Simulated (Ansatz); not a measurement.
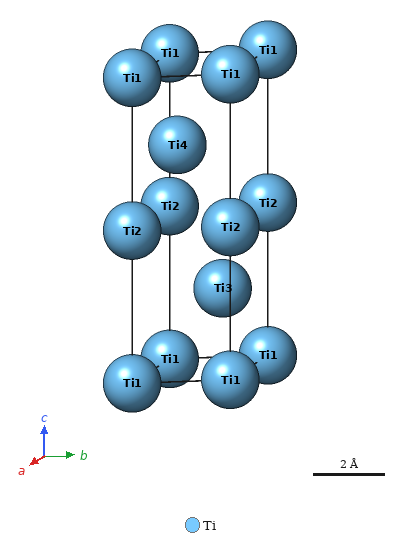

Figure 1. The input geometry of run 1 (spheres-only view of the cell of the calculation, seen slightly off an axis; atoms are numbered from 1 in the order of the input).

## What a change does: single-point calculation on Ti

System: Ti (P6₃/mmc, 4 atoms in the cell).
Method of run 1: DFT, r2SCAN, plane waves (500 eV) with PAW, scalar-relativistic, spin-polarised (Ansatz 0.2.0).

Text and figures count atoms from 1; the logs count them from 0 in places.

### Input, run 1
```yaml
crystal:
  lattice:
    - [2.8077458054, 0.0, 0.0]
    - [-1.4038729027, 2.4315791948, 0.0]
    - [0.0, 0.0, 8.9872831741]
  atoms:
    - { symbol: Ti, position: [0.0, 0.0, 0.0], spin: 0.197 }
    - { symbol: Ti, position: [0.0, 0.0, 0.5], spin: 0.197 }
    - { symbol: Ti, position: [0.3333333333, 0.6666666667, 0.25], spin: -0.129 }
    - { symbol: Ti, position: [0.6666666667, 0.3333333333, 0.75], spin: -0.129 }
hamiltonian:
  xc: r2scan
  pseudopotentials:
    kind: paw
    azcp:
      Ti: "pseudopotentials/Ti.paw.azcp"
basis:
  ecutwfc: 500
  fft_grid_basis: typed
kpoints:
  mp_grid: { grid: [16, 16, 5], shift: [0, 0, 0] }
magnetization:
  spin_polarized: true
scf:
  occupations: { method: fermi_dirac, width: 0.05 }
output:
  stress: true
```

Hardware: 2 threads of an x86-64 CPU, shared host.

### Output, shortened to warnings, some set-up lines, iterations and results (run 1)
```
WARN: the starting moments were not kept: the SCF closed with an absolute magnetisation of 7.2e-5 μB, where they sum to 0.652 μB in size (4 sites). That is at most 0.1 of that sum. Measured as dr2_m measures the in/out step, that magnetisation stands 5.3e-10 eV from none, at or under the dr2_threshold of 1.0e-7 eV: it is no larger than a step whose dr2_m would equal this threshold. The system may …
Basis set: ecut = 500 eV, 1557 PW (Γ), exchange–correlation on 96×96×288 points (64 copies of the dense FFT grid, shifted against one another)
Symmetry: 24 space group operations
k-points: 90 of 1280
Initial density: superposition of atomic densities (chi_scale 0.1, normalization cell)
[...]
SCF iter   1: F=—  HF=-10017.759595 eV  |F-HF|=—  |Δ(HF+E_count)|=         —  Δρ=3.47e-2 (↑3.47e-2 ↓3.33e-2)  dr2=2.75e0  dr2_τ=1.52e-2  dr2_m=1.06e-2  M=0.104 μB ∫|m|=0.420 …
SCF iter   2: F=—  HF=-10016.991451 eV  |F-HF|=—  |Δ(HF+E_count)|=   7.68e-1  Δρ=2.17e-2 (↑2.17e-2 ↓2.17e-2)  dr2=1.17e0  dr2_τ=4.31e-3  dr2_m=1.30e-4  M=0.108 μB ∫|m|=0.421 …
SCF iter   3: F=—  HF=-10016.638363 eV  |F-HF|=—  |Δ(HF+E_count)|=   3.53e-1  Δρ=7.59e-3 (↑7.41e-3 ↓7.59e-3)  dr2=5.24e-2  dr2_τ=1.71e-3  dr2_m=8.84e-3  M=0.101 μB ∫|m|=0.396 …
SCF iter   4: F=—  HF=-10016.789684 eV  |F-HF|=—  |Δ(HF+E_count)|=         —  Δρ=4.41e-3 (↑4.18e-3 ↓4.41e-3)  dr2=2.19e-2  dr2_τ=4.52e-4  dr2_m=1.65e-4  M=0.078 μB ∫|m|=0.337 …
SCF iter   5: F=—  HF=-10016.834055 eV  |F-HF|=—  |Δ(HF+E_count)|=   4.44e-2  Δρ=3.31e-3 (↑3.18e-3 ↓3.31e-3)  dr2=1.28e-2  dr2_τ=2.78e-4  dr2_m=2.26e-4  M=0.061 μB ∫|m|=0.289 …
[... 9 lines ...]
SCF iter  15: F=—  HF=-10016.885518 eV  |F-HF|=—  |Δ(HF+E_count)|=   4.12e-8  Δρ=2.22e-6 (↑2.22e-6 ↓1.97e-6)  dr2=1.17e-9  dr2_τ=1.37e-10  dr2_m=2.18e-9  M=0.000 μB …
SCF iter  16: F=—  HF=-10016.885518 eV  |F-HF|=—  |Δ(HF+E_count)|=   1.84e-8  Δρ=9.28e-7 (↑8.16e-7 ↓9.28e-7)  dr2=6.20e-10  dr2_τ=3.30e-11  dr2_m=9.67e-11  M=0.000 μB …
SCF iter  17: F=—  HF=-10016.885518 eV  |F-HF|=—  |Δ(HF+E_count)|=   2.00e-9  Δρ=1.10e-6 (↑5.67e-7 ↓1.10e-6)  dr2=5.75e-10  dr2_τ=2.25e-11  dr2_m=3.14e-10  M=0.000 μB …
SCF iter  18: F=-10016.885518 eV  HF=-10016.885518 eV  |F-HF|=1.82e-11  |Δ(HF+E_count)|=   2.77e-9  Δρ=4.27e-7 (↑1.95e-7 ↓4.27e-7)  dr2=2.12e-10  dr2_τ=3.06e-12  …
SCF 1 converged in 18 iterations: F = -10016.885518 eV  dr2 = 2.12e-10
the search or the solves at the SCF's close seem to have found levels that the self-consistency loop had missed (the run counts 7). By its estimate they hold under 1e-12 electrons; where the run keeps them, the occupations were computed again with them
WARN: the starting moments were not kept: the SCF closed with an absolute magnetisation of 7.2e-5 μB, where they sum to 0.652 μB in size (4 sites). That is at most 0.1 of that sum. Measured as dr2_m measures the in/out step, that magnetisation stands 5.3e-10 eV from none, at or under the …
SCF converged after 18 iterations
Magnetization: 0.0000 μB (24.0000 up, 24.0000 down)
Absolute magnetization: 0.0001 μB (∫|ρ↑−ρ↓|, with the PAW one-centre terms)
Spin contamination: 0.0000 ħ² per cell (⟨S²⟩ above its minimum at these occupations)
Per-site moments (μB) at R_I (Å): [(1.616068732727193e-5, 1.1428569777258049), (1.6160687327268432e-5, 1.1428569777258049), (-1.2376240694842597e-5, 1.1428569777258049), (-1.237624069475193e-5, 1.1428569777258049)]
Free energy (F): -10016.885518 eV
Harris-Foulkes:  -10016.885518 eV  (|F-HF|=1.82e-11)
Internal energy: -10016.847112 eV  (E = F + TS)
E sigma→0 (E₀):  -10016.866315 eV
Entropy (-TS):   -0.038406 eV (-9.601 meV/atom)
Fermi energy:    15.390321 eV
[...]
```

For run 2 the input was changed thus:
```diff
-    - [2.8077458054, 0.0, 0.0]
-    - [-1.4038729027, 2.4315791948, 0.0]
-    - [0.0, 0.0, 8.9872831741]
+    - [2.9685293202, 0.0, 0.0]
+    - [-1.4842646601, 2.5708218032, 0.0]
+    - [0.0, 0.0, 9.5019333874]
```

How does run 2 compare with run 1?

With the same functional and potentials, run 2 lies 99.1 meV per atom lower. The net moment of the cell goes from 0.00 to 0.27 μB. The pressure goes from 18.18 to −3.84 GPa. The volume per atom goes from 15.34 to 18.13 Å³. The number of SCF iterations is the same. The plane waves at Γ go from 1557 to 1895.

### Output, shortened to warnings, some set-up lines, iterations and results (run 2)
```
Basis set: ecut = 500 eV, 1895 PW (Γ), exchange–correlation on 96×96×288 points (64 copies of the dense FFT grid, shifted against one another)
Symmetry: 24 space group operations
k-points: 90 of 1280
Initial density: superposition of atomic densities (chi_scale 0.1, normalization cell)
[...]
SCF iter   1: F=—  HF=-10018.753133 eV  |F-HF|=—  |Δ(HF+E_count)|=         —  Δρ=3.38e-2 (↑3.38e-2 ↓3.26e-2)  dr2=3.36e0  dr2_τ=1.55e-2  dr2_m=8.11e-3  M=0.121 μB ∫|m|=0.476 …
SCF iter   2: F=—  HF=-10017.748865 eV  |F-HF|=—  |Δ(HF+E_count)|=    1.00e0  Δρ=2.09e-2 (↑2.08e-2 ↓2.09e-2)  dr2=1.39e0  dr2_τ=4.32e-3  dr2_m=2.62e-4  M=0.133 μB ∫|m|=0.510 …
SCF iter   3: F=—  HF=-10017.087180 eV  |F-HF|=—  |Δ(HF+E_count)|=   6.62e-1  Δρ=7.12e-3 (↑6.99e-3 ↓7.12e-3)  dr2=6.28e-2  dr2_τ=2.04e-3  dr2_m=5.53e-3  M=0.147 μB ∫|m|=0.564 …
SCF iter   4: F=—  HF=-10017.204075 eV  |F-HF|=—  |Δ(HF+E_count)|=         —  Δρ=4.32e-3 (↑4.25e-3 ↓4.32e-3)  dr2=2.76e-2  dr2_τ=5.65e-4  dr2_m=3.16e-4  M=0.156 μB ∫|m|=0.609 …
SCF iter   5: F=—  HF=-10017.246413 eV  |F-HF|=—  |Δ(HF+E_count)|=   4.23e-2  Δρ=2.97e-3 (↑2.96e-3 ↓2.97e-3)  dr2=1.30e-2  dr2_τ=2.76e-4  dr2_m=1.97e-4  M=0.163 μB ∫|m|=0.651 …
[... 9 lines ...]
SCF iter  15: F=—  HF=-10017.281820 eV  |F-HF|=—  |Δ(HF+E_count)|=   5.08e-6  Δρ=1.18e-5 (↑9.05e-6 ↓1.18e-5)  dr2=9.48e-8  dr2_τ=3.93e-9  dr2_m=4.67e-8  M=0.271 μB ∫|m|=1.550 …
SCF iter  16: F=—  HF=-10017.281821 eV  |F-HF|=—  |Δ(HF+E_count)|=   4.44e-7  Δρ=6.06e-6 (↑6.06e-6 ↓5.72e-6)  dr2=4.52e-8  dr2_τ=1.36e-9  dr2_m=1.03e-8  M=0.270 μB ∫|m|=1.544 …
SCF iter  17: F=—  HF=-10017.281821 eV  |F-HF|=—  |Δ(HF+E_count)|=   2.12e-7  Δρ=3.01e-6 (↑2.91e-6 ↓3.01e-6)  dr2=1.49e-8  dr2_τ=4.35e-10  dr2_m=4.33e-10  M=0.270 μB …
SCF iter  18: F=-10017.281821 eV  HF=-10017.281821 eV  |F-HF|=1.14e-8  |Δ(HF+E_count)|=   1.29e-7  Δρ=2.20e-6 (↑1.68e-6 ↓2.20e-6)  dr2=6.23e-9  dr2_τ=1.91e-10  dr2_m=3.54e-10 …
SCF 1 converged in 18 iterations: F = -10017.281821 eV  dr2 = 6.23e-9
this state was not tested for a lower state beside it, because the mixer in use, unlike msr1, does not test its closes by its own steps (another_mixer; see scf.mixing.algorithm and scf.lower_state_search)
SCF converged after 18 iterations
Magnetization: 0.2696 μB (24.1348 up, 23.8652 down)
Absolute magnetization: 1.5449 μB (∫|ρ↑−ρ↓|, with the PAW one-centre terms)
Spin contamination: 0.3150 ħ² per cell (⟨S²⟩ above its minimum at these occupations)
Per-site moments (μB) at R_I (Å): [(0.3680693580741912, 1.2083018486575827), (0.3680693580741909, 1.2083018486575827), (-0.26292834135452026, 1.2083018486575827), (-0.26292834135452, 1.2083018486575827)]
Free energy (F): -10017.281821 eV
Harris-Foulkes:  -10017.281821 eV  (|F-HF|=1.14e-8)
Internal energy: -10017.241793 eV  (E = F + TS)
E sigma→0 (E₀):  -10017.261807 eV
Entropy (-TS):   -0.040028 eV (-10.007 meV/atom)
Fermi energy:    12.653562 eV
--- Per-component energies (eV) ---
  E_band       = -716.715597
  E_kinetic    = 1085.090564
  E_local      = -3330.374099  (includes V_loc(G=0)·N_el)
  E_nonlocal   = 28.820092
  E_hartree    = 1355.492191
  E_xc         = -369.911847
  E_vxc        = -528.702065  (∫ρ·V_xc dr)
  E_paw        = -4226.085296  (= ΣΔE_a)
  E_vpaw       = -718.978499  (= ΣTr[D̂ρ^β])
  E_aug_tail   = 0.000355  (compensation charges beyond the density's cutoff)
  E_vtau       = 36.439446  (kinetic-family band-sum trace: ∫τ·v_τ [+ j·A + Jᵃ·Aᵃ] dr)
  E_ewald      = -4559.259923
  E_core_change = -1.013829  (= ΣΔE_core)
  E_smearing   = -0.040028  (= −TS)
  E_closure    = 0.000000  (closes the sum)
  Σ components = -10017.281821   (vs F -10017.281821, Δ=0.00e0)
--- Stress (GPa, compression-positive) ---
       -4.127664       0.000000       0.000000
       -0.000000      -4.127664       0.000000
        0.000000       0.000000      -3.266058
  P = ⅓ Tr σ = -3.8405 GPa (-38.405 kbar)
```

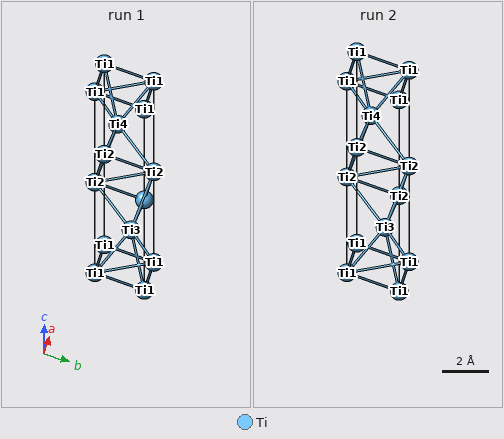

Figure 2. The two input geometries at one scale (ball-and-stick view of the cell of the calculation, seen at an oblique angle). No atom moves by more than 0.005 Å relative to the cell. The volume changes by +18.2 %, with a = b 2.808 → 2.969 Å (+5.7 %), c 8.987 → 9.502 Å (+5.7 %). Among the contacts that change: Ti1–Ti1 2.808 → 2.969 Å, Ti1–Ti3 2.771 → 2.929 Å.

### The two runs side by side

| quantity | run 1 | run 2 |
| --- | --- | --- |
| outcome | converged | converged |
| free energy per atom (eV) | −2504.2214 | −2504.3205 |
| energy per atom, smearing taken to zero (eV) | −2504.2166 | −2504.3155 |
| net moment of the cell (μB) | 0.00 | 0.27 |
| absolute moment of the cell (μB) | 0.00 | 1.54 |
| pressure (GPa) | 18.18 | −3.84 |
| volume per atom (Å³) | 15.34 | 18.13 |
| SCF iterations | 18 | 18 |
| irreducible k-points | 90 | 90 |
| plane waves at Γ | 1557 | 1895 |
| wall time (shared host) | 1.7 min | 44 s |

For run 1: Warnings: some starting moments were not kept. The cell is under a pressure of 18.2 GPa at this level, so it is not at its equilibrium volume. For run 2: Warnings: the state was not tested for a lower one.
